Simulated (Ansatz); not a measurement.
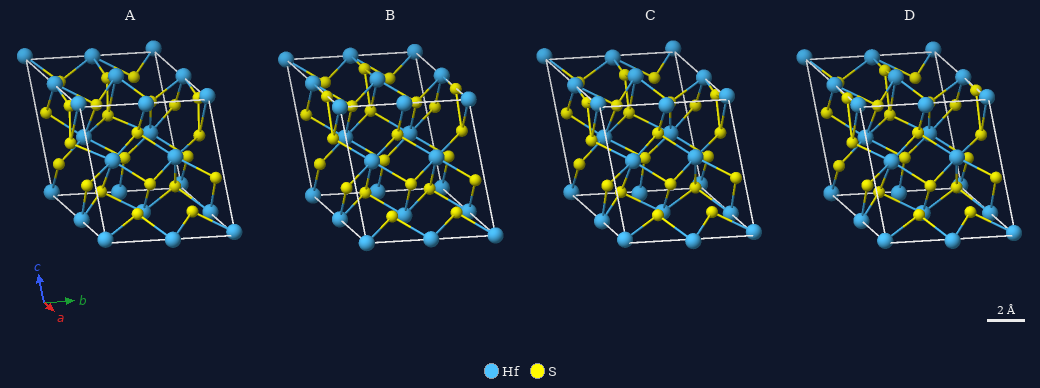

4 geometries from one relaxation of a defect cell of composition Hf$_{4}$S$_{9}$, in shuffled order. A ball-and-stick model of the larger cell on standard axes (2 times the calculation's cell), seen slightly off an axis.

Case: S interstitial, charge +0, atoms relaxed. The atoms of the start lie slightly off their symmetric places, so part of the fall in energy undoes that.

Computed with DFT PBE+D3(BJ), scalar-relativistic, plane waves, PAW in Ansatz. (plane-wave cutoff 420 eV; k-point mesh 3 × 3 × 3; occupations gaussian; smearing width 0.02 eV; no spin polarisation; atoms relaxed in a fixed cell; force threshold 0.02 eV/Å; at most 60 steps)

Order the frames from highest to lowest energy.

Answer. B, D, C, A. They are steps 0, 3, 7, 27, at +1.324 eV per cell of the calculation, +0.620 eV per cell of the calculation, +98.0 meV per cell of the calculation relative to the last. The atom that moves furthest is an S atom (0.53 Å roughly along [−1 0 −3]). Largest moves by element: S 0.53 Å, Hf 0.37 Å. The cell stays as it was. Some distances before and after: S–S 2.599 → 3.198 Å, Hf–S 2.846 → 2.382 Å, S–S 2.545 → 2.989 Å, S–S 2.451 → 2.064 Å. Bond angles that change, for instance: Hf–S–Hf 177.4° → 152.3°, Hf–S–S 56.7° → 81.7°, S–Hf–S 180.0° → 162.9°. After 24 accepted moves (27 points after the start) the energy has fallen by 1.324 eV per cell of the calculation. The largest force component goes from 0.94 to 0.014 eV/Å. The line search rejected the trial steps at points 24, 25 of the run. 1 step only repeated the SCF at the same geometry. The forces were under the threshold at step 12, but the run went on from there. Cost: 2.4 min on 4 threads of Intel(R) Xeon(R) 6975P-C (Granite Rapids) (shared host), peak memory 1 GiB.

Limits of the set-up: the periodic images lie only 6.8 Å apart, so the values are limited by the cell's size.
